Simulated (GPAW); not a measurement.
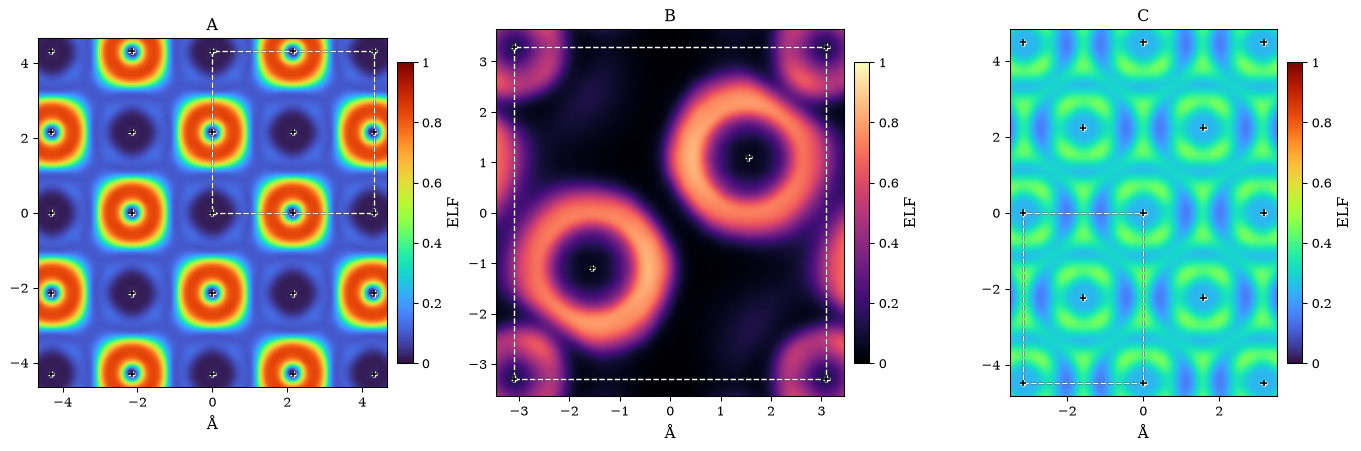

The ELF of 3 systems, each on a plane through atoms (crosses mark nuclei in the plane).

Computed with GPAW 26.7.0, Kohn-Sham DFT of a periodic cell, PBE, GPAW PAW data sets (gpaw-data 1.2.1).

System 1: FeO, the (010) plane of the conventional cell. Space group Fm-3m; spin-polarised.

```xyz
8
Lattice="4.3108 0.0000 0.0000 0.0000 4.3108 0.0000 0.0000 0.0000 4.3108" Properties=species:S:1:pos:R:3 pbc="T T T"
Fe    0.0000    0.0000    0.0000
Fe    2.1554    2.1554    0.0000
Fe    2.1554    0.0000    2.1554
Fe    0.0000    2.1554    2.1554
O     2.1554    0.0000    0.0000
O     0.0000    2.1554    0.0000
O     0.0000    0.0000    2.1554
O     2.1554    2.1554    2.1554
```

System 2: ZrSe2, the (110) plane of the conventional cell. Space group P-3m1.

```xyz
3
Lattice="3.7980 0.0000 0.0000 -1.8990 3.2892 0.0000 0.0000 0.0000 6.1920" Properties=species:S:1:pos:R:3 pbc="T T T"
Zr    0.0000    0.0000    0.0000
Se    1.8990    1.0964    4.6440
Se    0.0000    2.1928    1.5480
```

System 3: Mo, the (11̄0) plane of the conventional cell. Space group Im-3m; a structure from a database of computed crystals, not necessarily the ambient phase; computed pressure about −2 GPa in this cell.

```
Mo
1.0
     3.16762    0.00000    0.00000
     0.00000    3.16762    0.00000
     0.00000    0.00000    3.16762
Mo
2
Direct
  0.00000 0.00000 0.00000
  0.50000 0.50000 0.50000
```

Match each panel to its system.

Panel A is system 1, FeO: the plane holds Fe and O. Fe–O (2.16 Å): the ELF peaks at about 0.85 in the valence shell of O, 0.6 Å from its nucleus, and is about 0.15 at the midpoint (no localised pair shows between them). Panel B is system 2, ZrSe2: the plane holds Zr and Se. Zr–Se (2.68 Å): the ELF is about 0.45 at the midpoint. Panel C is system 3, Mo: the plane holds Mo. Mo–Mo (2.74 Å): the ELF is about 0.30 at the midpoint (no localised pair shows between them).
